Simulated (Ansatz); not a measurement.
# Geometry relaxation of Mo3HS6 (part 2 of 2)

Mo3HS6 (slab, 10 atoms in the cell); DFT PBEsol, scalar-relativistic, plane waves, PAW, no spin polarisation (Ansatz 0.2.0); cutoff 420 eV, 10×5×1 k-mesh, Gaussian smearing of 0.1 eV. The structure derives from an entry of the Crystallography Open Database. The input holds or restrains some coordinates. Forces given for the steps count only the free coordinates. It belongs to a series of runs on one base structure; here: H over the place (0/6, 1/6) of the surface cell, its height relaxed.

Output, continued
```
--- Per-component energies (eV) ---
  E_band       = -1260.559163
  E_kinetic    = 1980.401335
  E_local      = -64238.296002  (includes V_loc(G=0)·N_el)
  E_nonlocal   = 608.808553
  E_hartree    = 31035.234783
  E_xc         = -1131.418443
  E_vxc        = -1219.242405  (∫ρ·V_xc dr)
  E_paw        = -12937.371705  (= ΣΔE_a)
  E_vpaw       = -466.329516  (= ΣTr[D̂ρ^β])
  E_aug_tail   = -0.001032  (compensation charges beyond the density's cutoff)
  E_efield     = 0.005788  (sawtooth field / dipole correction)
  E_vefield    = 3.644631  (∫n·V_field dr)
  E_ewald      = 24660.469298
  E_core_change = 0.999594  (= ΣΔE_core)
  E_smearing   = -0.033559  (= −TS)
  E_closure    = 0.000000  (closes the sum)
  Σ components = -20021.201390   (vs F -20021.201390, Δ=0.00e0)
--- Forces (eV/Å), atoms counted from 1 ---
  atom   1  S      0.00559899     1.63779641    -0.60013148
  atom   2  Mo     0.01761513    -3.00437467     2.65504820
  atom   3  S      0.01522668     0.87112838    -1.33584346
  atom   4  S      0.02325045     0.37156256    -1.29536964
  atom   5  Mo    -0.12690411     0.05351656     1.02483569
  atom   6  S     -0.02443978     0.01829407    -0.09970308
  atom   7  S      0.00279864     0.23394966     0.24937262
  atom   8  Mo     0.35766614     0.19584110    -0.94494245
  atom   9  S     -0.40307402    -0.82173834     0.34664449
  atom  10  H      0.13229507     0.44396274     0.00020313
  max |Σ_I F_I| component: 1.14e-4 eV/Å
--- Band table (eV; the first three rows and the last of 26) ---
  k-point 0: bands = ["-60.6359", "-60.6015", "-60.3735", "-35.0762", "-34.8866", "-34.7528", "-34.6427", "-34.6146", "-34.5993", "-34.5215", "-34.4855", "-34.4285", "-14.3439", "-13.8205", "-12.7728", "-12.6147", "-12.4776", "-11.3928", "-7.1624", "-5.7170", "-5.2551", "-4.6842", "-4.1370", "-3.7852", "-3.6403", "-3.1630", "-2.9968", "-2.9429", "-2.8741", "-2.4069", "-2.0647", "-1.2441", "-1.2206", "-0.9862", "-0.7788", "-0.5768", "-0.4037", "-0.3549", "-0.0417", "0.3981", "1.0947", "1.4668", "2.0022", "2.2055", "2.6427", "2.7210", "2.9303", "3.2348", "3.8386", "4.1141"]
  k-point 1: bands = ["-60.6359", "-60.6015", "-60.3735", "-35.0762", "-34.8866", "-34.7529", "-34.6427", "-34.6146", "-34.5993", "-34.5215", "-34.4855", "-34.4285", "-14.3262", "-13.7459", "-12.8096", "-12.6311", "-12.5184", "-11.4612", "-7.1498", "-5.5155", "-5.3028", "-4.6192", "-4.1217", "-3.8485", "-3.5272", "-3.1585", "-3.0476", "-2.8682", "-2.8374", "-2.3912", "-2.2433", "-1.4209", "-1.2253", "-1.1612", "-0.9754", "-0.5582", "-0.4528", "-0.0575", "0.0221", "0.4443", "1.0434", "1.4573", "2.0369", "2.1594", "2.6222", "2.6642", "2.8919", "3.3213", "3.8463", "4.2436"]
  k-point 2: bands = ["-60.6359", "-60.6015", "-60.3735", "-35.0762", "-34.8866", "-34.7529", "-34.6428", "-34.6146", "-34.5993", "-34.5215", "-34.4855", "-34.4285", "-14.2997", "-13.5557", "-13.0267", "-12.6281", "-12.5096", "-11.5813", "-7.1348", "-5.4705", "-4.9011", "-4.5019", "-4.3344", "-3.7765", "-3.4717", "-3.1438", "-3.0388", "-2.8117", "-2.7817", "-2.6325", "-2.3651", "-1.7536", "-1.2617", "-1.2266", "-1.0052", "-0.5835", "-0.5231", "-0.0862", "0.2428", "0.6283", "0.9698", "1.3918", "2.0613", "2.0988", "2.5901", "2.6341", "2.7462", "3.5486", "3.8876", "4.4305"]
  k-point 25: bands = ["-60.6098", "-60.5758", "-60.3509", "-35.0268", "-34.9666", "-34.9220", "-34.8654", "-34.7044", "-34.6526", "-34.5882", "-34.5338", "-34.4588", "-13.4764", "-12.4195", "-12.1936", "-11.9702", "-11.8258", "-10.8738", "-6.8129", "-5.8389", "-5.7633", "-5.2502", "-4.6929", "-4.5276", "-4.1743", "-3.8328", "-3.5113", "-3.4405", "-3.2499", "-2.9506", "-2.7027", "-2.4796", "-2.2099", "-2.1539", "-1.6304", "-1.1174", "-0.9100", "0.2412", "1.0774", "1.1665", "1.2269", "2.0769", "2.3111", "2.6272", "2.7234", "3.0364", "3.0780", "3.2444", "3.9860", "5.0009"]
--- Relaxed structure (3 steps of the walk, 3 accepted, 0 SCFs on fresh bases) ---
  F+E_penalty+E_count = -20021.20139035 eV   max|allowed force component| = 2.031e-4 eV/Å
  atoms:
    - { symbol: S, position: [0.8927216587, 0.7854433174, 0.3312576919] }
    - { symbol: Mo, position: [0.532155393, 0.0643107859, 0.3568487551] }
    - { symbol: S, position: [0.17158912720000002, 0.3431782543, 0.38243981819999995] }
    - { symbol: S, position: [0.4248770516, 0.8497541031999999, 0.4354374435999999] }
    - { symbol: Mo, position: [0.0634283179, 0.12684293149999998, 0.45603511569999994] }
    - { symbol: S, position: [0.7047428114999998, 0.40946541239999995, 0.48619708939999995] }
    - { symbol: S, position: [0.9628665561, 0.9257405525999999, 0.5411345583] }
    - { symbol: Mo, position: [0.6028601598, 0.20572210299999996, 0.5588565878] }
    - { symbol: S, position: [0.17301608779999997, 0.34603811279999996, 0.6172031673] }
    - { symbol: H, position: [0.17301608780000002, 0.5127047794, 0.6504177186645044] }
```

Trajectory as extended XYZ (Å, eV, eV/Å), 3 frames, from step=1 to step=3
```
10
Lattice="3.1204 0.0000 0.0000 -1.5602 6.1523 0.0000 0.0000 0.0000 25.6598" Properties=species:S:1:pos:R:3:forces:R:3 step=1 energy=-20021.20114
S     1.5602    4.8323    8.5000    0.0056   1.6375  -0.6002
Mo    1.5602    0.3957    9.1567    0.0176  -3.0038   2.6551
S     0.0000    2.1113    9.8133    0.0152   0.8712  -1.3364
S     0.0000    5.2280   11.1732    0.0231   0.3719  -1.2953
Mo    0.0000    0.7804   11.7018   -0.1265   0.0531   1.0251
S     1.5602    2.5192   12.4757   -0.0243   0.0178  -0.0997
S     1.5602    5.6955   13.8854    0.0027   0.2342   0.2475
Mo    1.5602    1.2657   14.3401    0.3578   0.1990  -0.9360
S     0.0000    2.1289   15.8373   -0.4213  -0.7441   0.4039
H    -0.2600    3.1543   16.6973    0.1501   0.3632  -0.0641
10
Lattice="3.1204 0.0000 0.0000 -1.5602 6.1523 0.0000 0.0000 0.0000 25.6598" Properties=species:S:1:pos:R:3:forces:R:3 step=2 energy=-20021.20133
S     1.5602    4.8323    8.5000    0.0056   1.6377  -0.6001
Mo    1.5602    0.3957    9.1567    0.0176  -3.0041   2.6551
S     0.0000    2.1113    9.8133    0.0152   0.8712  -1.3361
S     0.0000    5.2280   11.1732    0.0232   0.3717  -1.2953
Mo    0.0000    0.7804   11.7018   -0.1267   0.0533   1.0249
S     1.5602    2.5192   12.4757   -0.0244   0.0181  -0.0997
S     1.5602    5.6955   13.8854    0.0027   0.2341   0.2485
Mo    1.5602    1.2657   14.3401    0.3577   0.1974  -0.9406
S     0.0000    2.1289   15.8373   -0.4120  -0.7836   0.3748
H    -0.2600    3.1543   16.6933    0.1411   0.4043  -0.0313
10
Lattice="3.1204 0.0000 0.0000 -1.5602 6.1523 0.0000 0.0000 0.0000 25.6598" Properties=species:S:1:pos:R:3:forces:R:3 step=3 energy=-20021.20139
S     1.5602    4.8323    8.5000    0.0056   1.6378  -0.6001
Mo    1.5602    0.3957    9.1567    0.0176  -3.0044   2.6550
S     0.0000    2.1113    9.8133    0.0152   0.8711  -1.3358
S     0.0000    5.2280   11.1732    0.0232   0.3716  -1.2954
Mo    0.0000    0.7804   11.7018   -0.1269   0.0535   1.0248
S     1.5602    2.5192   12.4757   -0.0244   0.0183  -0.0997
S     1.5602    5.6955   13.8854    0.0028   0.2339   0.2494
Mo    1.5602    1.2657   14.3401    0.3577   0.1958  -0.9449
S     0.0000    2.1289   15.8373   -0.4031  -0.8217   0.3466
H    -0.2600    3.1543   16.6896    0.1323   0.4440   0.0002
```

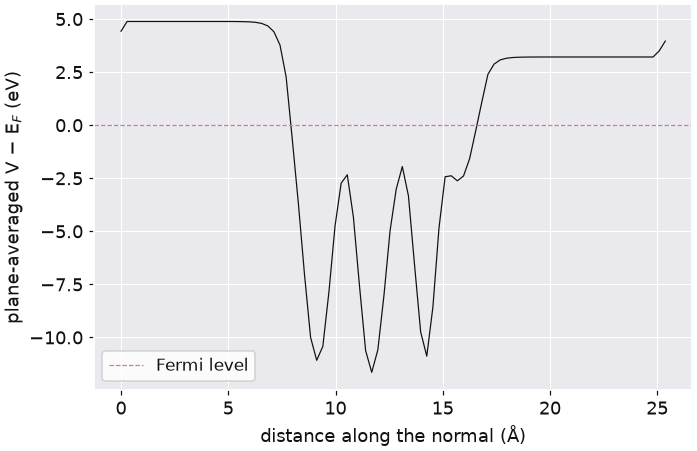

*Plane average of the electrostatic potential energy of an electron across the cell, from the Fermi level.*

The vacuum level lies 3.21 eV above the Fermi level on the upper side and 4.88 eV on the lower.

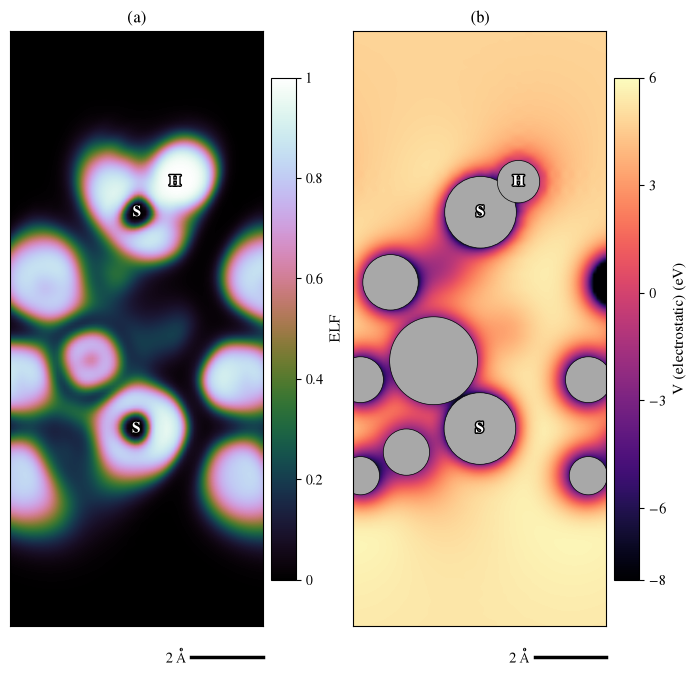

*(a) ELF; (b) electrostatic potential (local pseudopotential plus Hartree) felt by an electron on the (100) plane of the calculation cell, a cut from vacuum to vacuum. Grey discs, where drawn, cover atomic cores.*

S–H (1.36 Å): the ELF climbs to about 1 towards the hydrogen, as it does in any bond to H (a covalent bond by its length). In a PAW calculation such maps are meaningful between the atoms, not at the nuclei.

This output came from the following input.

Input file
```yaml
crystal:
  lattice:
    - [3.1204068985, 0.0, 0.0]
    - [-1.5602034492, 6.1523257957, 0.0]
    - [0.0, 0.0, 25.6597815141]
  atoms:
    - { symbol: S, position: [0.8927216587, 0.7854433174, 0.3312576919] }
    - { symbol: Mo, position: [0.532155393, 0.0643107859, 0.3568487551] }
    - { symbol: S, position: [0.1715891272, 0.3431782543, 0.3824398182] }
    - { symbol: S, position: [0.4248770516, 0.8497541032, 0.4354374436] }
    - { symbol: Mo, position: [0.0634283179, 0.1268429315, 0.4560351157] }
    - { symbol: S, position: [0.7047428115, 0.4094654124, 0.4861970894] }
    - { symbol: S, position: [0.9628665561, 0.9257405526, 0.5411345583] }
    - { symbol: Mo, position: [0.6028601598, 0.205722103, 0.5588565878] }
    - { symbol: S, position: [0.1730160878, 0.3460381128, 0.6172031673] }
    - { symbol: H, position: [0.1730160878, 0.5127047794, 0.6507186514] }
basis:
  ecutwfc: 420
kpoints:
  mp_grid: { grid: [10, 5, 1] }
hamiltonian:
  xc: pbesol
scf:
  occupations: { method: gaussian, width: 0.1 }
output:
  forces: true
  eigenvalues: true
  write_density: true
  write_potential: true
  elf: true
  volumetric_format: npy
relax:
  adjacent_minimum: "off"
  f_tol: 0.02
  max_steps: 25
  constraints: [{ sites: [0, 1, 2, 3, 4, 5, 6, 7, 8] }, { site: 9, fix: xy }]
efield:
  axis: 3
  dipole_correction: true
  ramp_width: 0.04
```

Launched with:
```bash
ansatz run input.yaml --threads 4 --pin off --max-ram 10240MiB --backend cpu --events-out ev --progress --plain --runs-dir out
```

Summary

| quantity | value |
| --- | --- |
| outcome | converged under the restraints of the input |
| electrons treated | 79 |
| free energy | −20021.2014 eV |
| work function, top face | 3.21 eV |
| work function, bottom face | 4.88 eV |
| Fermi energy | 1.022 eV |
| gap on the k-point mesh | none (metallic) |
| final volume | 492.61 Å³ |
| work function (upper face) | 3.21 eV |
| largest force (length of the vector) at the end, held atoms and coordinates included | 4.009 eV/Å |
| hardware | 4 threads of Intel Xeon @ 2.50GHz (Skylake/Cascade Lake), 32 GiB of memory available, shared host |
| wall time | 49 s (CPU time 3.2 min) |
| peak memory | 1.2 GiB |

Notes

Warnings of the run: the exchange-correlation potential is rough where the density is thin. The cell holds an odd number of electrons but the run has no spin polarisation, so a band is left half filled.
